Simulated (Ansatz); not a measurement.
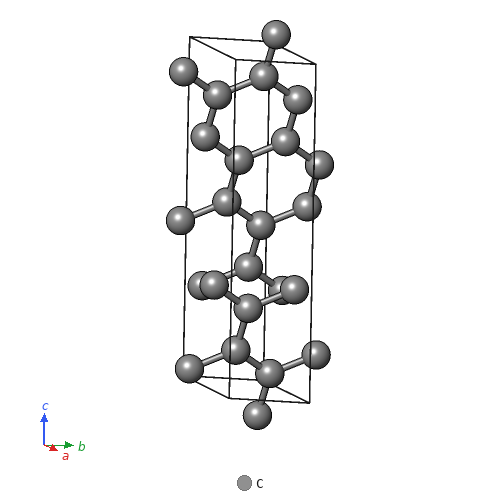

Four computed energy maps of cells of C. The picture above is the structure of the first map.

Map 1

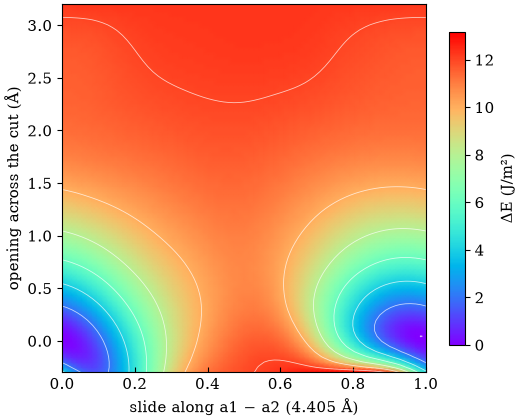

C (R-3m, No. 166; 10 atoms in the cell). Rigid slide and opening across a plane, one cut a cell; the plane is (0 1 2) of the conventional cell. The first coordinate is: slide along a1 − a2 (4.405 Å); the second: opening across the cut. Nothing is relaxed (rigid halves). Grid: 12 × 7 points. Points are written as (first, second). Energies: J/m², counted from the lowest grid point. The band gap closes in part of the range. The calculation used DFT PBE+D3(BJ), scalar-relativistic, plane waves, PAW (Ansatz). Settings: cutoff 520 eV, k-mesh 7×11×3 in the order of the run's cell vectors, gaussian smearing 0.05 eV, no spin polarisation.

The picture shows a smooth colour map with a few white contour lines. Between grid points the surface is interpolated.

Map 2

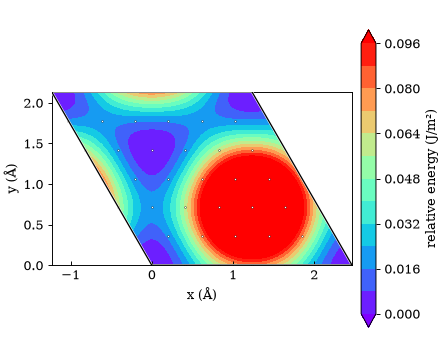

A bilayer of two C sheets, the upper one turned by 180 degrees about the normal (4 atoms in the cell). The upper layer of a bilayer is slid over the lower one; relaxed at each slide: nothing; the origin of the map has C3 above C1; the distance between the facing planes is held at 3.06 Å. Places are given modulo a cell vector. The map is drawn in real space over the plane of the slide. The scan uses a 6 × 6 grid; 7 points were computed and 29 follow by symmetry. All energies are given in J/m² relative to the lowest grid point. At a held distance the lowest stacking need not be the one that binds best once the distance relaxes. Method: Ansatz 0.2.0, DFT PBE+D3(BJ), scalar-relativistic, plane waves, PAW. Settings: cutoff 420 eV, k-mesh 15×15×1, gaussian smearing 0.1 eV, no spin polarisation.

In the figure: filled contours, dots at the grid points, the outline of one cell of the plane, one colour for all values above the top of the scale. Between grid points the surface is interpolated.

Map 3

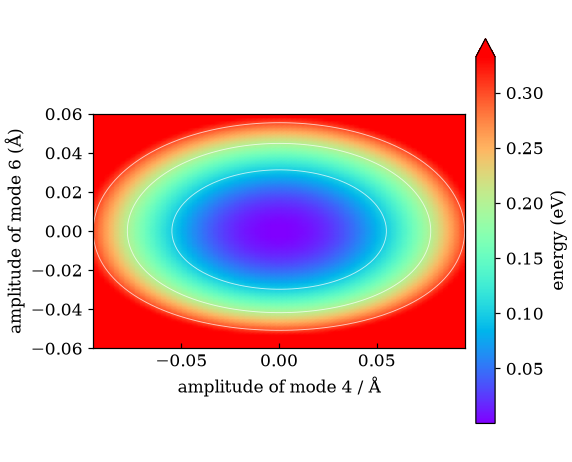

C (R-3m, No. 166; 2 atoms in the cell). The energy is mapped over two normal modes frozen in (zone-centre modes of the 2-atom cell of this scan). Coordinates scanned: (1) amplitude of mode 4 (866 cm⁻¹), largest displacement; (2) amplitude of mode 6 (1563 cm⁻¹), largest displacement. Nothing is relaxed (the cell and all other modes fixed). The scan uses a 9 × 9 grid. Points are written as (first, second). All energies are given in eV per cell relative to the lowest grid point. These are results of DFT PBE+D3(BJ), scalar-relativistic, plane waves, PAW (Ansatz), not measurements. Settings: cutoff 520 eV, k-mesh 15×15×15, gaussian smearing 0.05 eV, no spin polarisation.

The picture shows a smooth colour map with a few white contour lines, one colour for all values above the top of the scale. Between grid points the surface is interpolated.

Map 4

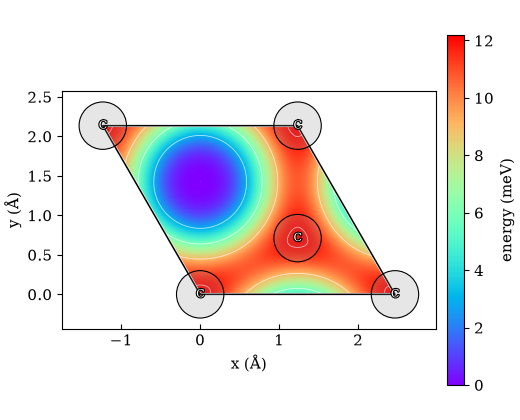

Si on a two-dimensional sheet of C (8 atoms of substrate and one adsorbate in a 2 × 2 cell). Si is moved over the surface cell at a fixed height above a rigid substrate; the origin of the map has the adsorbate above C1; the height is held at 3.30 Å. Places are given modulo a cell vector. The map is drawn in real space over the plane of the surface. The scan uses a 6 × 6 grid; 7 points were computed and 29 follow by symmetry. Places are given in fractions of the 1 × 1 surface cell. Energies: meV, counted from the lowest grid point. At a fixed height the lowest place need not be the adsorption site. The calculation used Ansatz 0.2.0, DFT PBE+D3(BJ), scalar-relativistic, plane waves, PAW. Settings: cutoff 420 eV, k-mesh 6×6×1, gaussian smearing 0.1 eV, spin-polarised.

In the figure: a smooth colour map with a few white contour lines, labelled circles for the atoms of the top layer, the outline of one cell of the plane. Between grid points the surface is interpolated.

> Summarise the maps one by one.

Map 1: The lowest grid point is at (0.000, 0.0 Å). It is the only kind of minimum in the scanned range. The highest grid point, (0.750, −0.3 Å), lies 13.2 J/m² above the lowest. On the interpolated surface the easiest way out of the lowest well to its copy in the next cell or period passes a barrier of about 11 J/m².
Map 2: The lowest grid point is at (0/6, 0/6) of the cell vectors; the map holds 2 wells of about this depth. It is the only kind of minimum in the scanned range. The highest grid point, (4/6, 2/6) of the cell vectors, lies 0.197 J/m² above the lowest. On the interpolated surface the easiest way out of the lowest well to a well of about the same depth near (2/6, 4/6) of the cell vectors passes a barrier of about 0.019 J/m². Facing atoms of the upper layer at the lowest point: C above C, C above a hollow; at the highest: C above C.
Map 3: The lowest grid point is at (0.000 Å, 0.000 Å). No other kind of well shows on this grid. The highest grid point, (−0.095 Å, −0.060 Å), lies 0.694 eV above the lowest.
Map 4: The lowest grid point is at a sixfold hollow, (2/6, 4/6) of the cell vectors. It is the only kind of minimum in the scanned range. The highest grid point, the top site over a surface C atom, (0/6, 0/6) of the cell vectors, lies 12.2 meV above the lowest. On the interpolated surface the easiest way out of the lowest well to its copy in the next cell or period passes a barrier of about 11 meV. At the lowest point the adsorbate has 6 C at 3.59 Å as nearest neighbours, at the highest 1 C at 3.30 Å.

> Maps 1, 3 start from a relaxed reference structure. Do they show a way to lower its energy?

No. In each of them the reference is the lowest point, within the accuracy of the grid, so it is stable against the distortions scanned (other distortions weren't tried).
